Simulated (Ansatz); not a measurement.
Take the following structure.

```yaml
crystal:
  lattice:
    - [2.28435, 0.00000, 0.00000]
    - [0.00000, 2.28435, 0.00000]
    - [0.00000, 0.00000, 4.56802]
  atoms:
    - { symbol: B, position: [0.00000, 0.00000, 0.00000] }
    - { symbol: N, position: [0.00000, 0.50000, 0.25000] }
    - { symbol: B, position: [0.50000, 0.50000, 0.50000] }
    - { symbol: N, position: [0.50000, 0.00000, 0.75000] }
```

Q: Describe what this structure looks like.

A: The compound is BN. Space group: I-4m2 (No. 119). Lattice: body-centred tetragonal. Counting shared atoms by their share gives 2 B, 2 N, or 4 atoms. The neighbours of B are four N at 1.62 Å. Each N atom is coordinated by four B at 1.62 Å. The bonds build a three-dimensional framework.

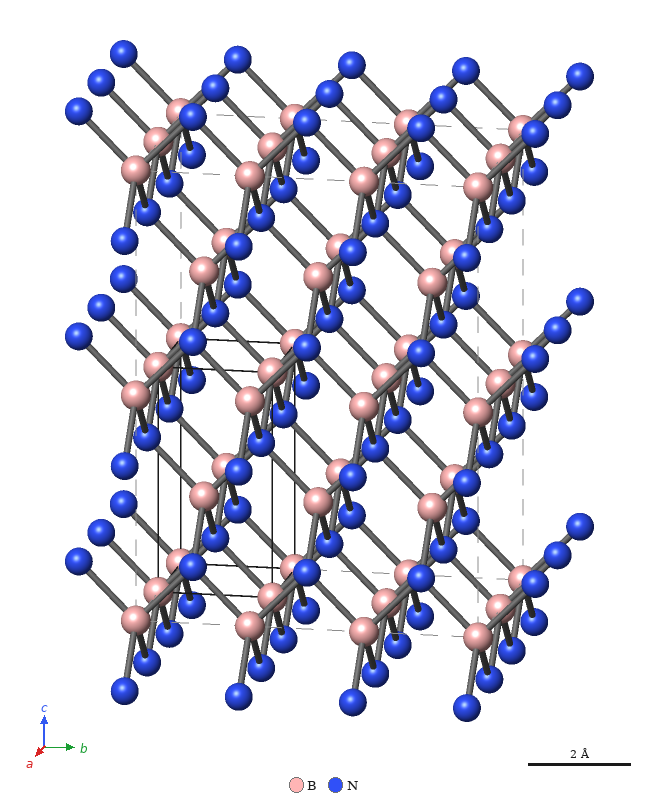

The image is a ball-and-stick drawing of a crystal, viewed slightly off an axis. The drawing covers 2×3×2 cells, and the solid lines enclose one conventional unit cell. A few atoms beyond the faces are included. Colours: boron pink, nitrogen blue.

It goes back to a structure listed in the Materials Project. The cell was then strained or its atoms displaced on purpose. It went into a calculation with Ansatz.
